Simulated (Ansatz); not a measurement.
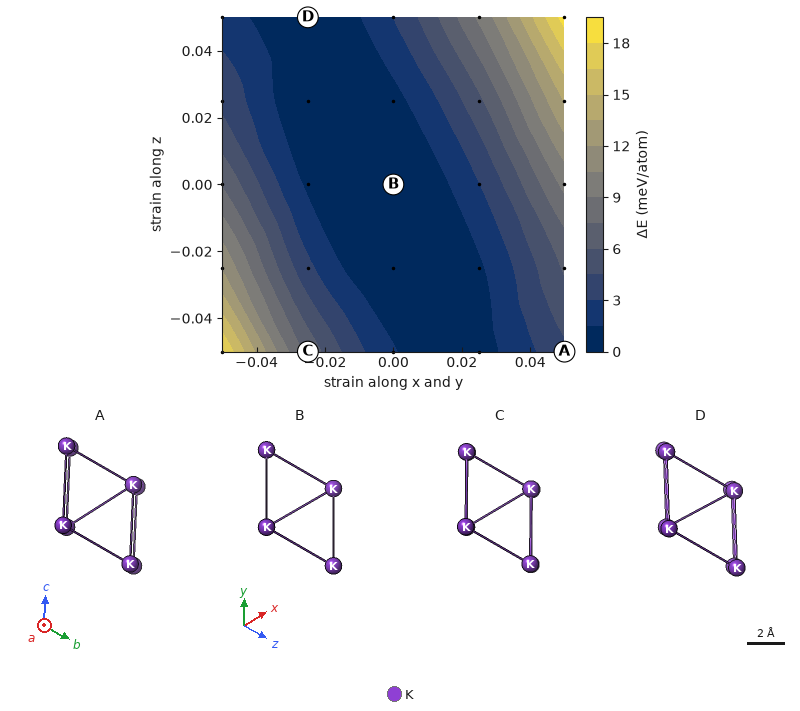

Crystalline K (Im-3m): the cell is strained equally along x and y and separately along z, with the atoms kept at their fractional coordinates. x, y and z are the Cartesian axes of the input. The map is interpolated between the computed points (dots). The lettered frames are marked on it. The picture is a ball-and-stick view of the cell of the calculation, seen along the a axis.

Computed with DFT PBEsol, scalar-relativistic, plane waves, PAW in Ansatz 0.2.0. Set-up: plane-wave cutoff 420 eV; k-point mesh 14 × 14 × 14; occupations gaussian; smearing width 0.15 eV; no spin polarisation. Energies (free energies at the smearing named) are counted from the cell as listed in its source, which wasn't relaxed.

> Where is the lowest point of the map, and what else does it tell?

In pairs of (strain along x and y; strain along z): the lowest computed point lies at (0.000, 0.000) (0.0 meV/atom), the highest at (0.050, 0.050) (18.6 meV/atom). The valley is tilted: raising the in-plane strain is made harder by raising the strain along z (cross term 0.84 of the geometric mean of the two curvatures). Over the ranges scanned the energy rises more along the first axis, the in-plane strain. The pressure runs from −0.4 GPa at (0.050, 0.050) to 0.7 GPa at (−0.050, −0.050). The frames lie at A (0.050, −0.050): 4.1 meV/atom, B (0.000, 0.000): 0.0 meV/atom, C (−0.025, −0.050): 7.1 meV/atom, D (−0.025, 0.050): 0.4 meV/atom.
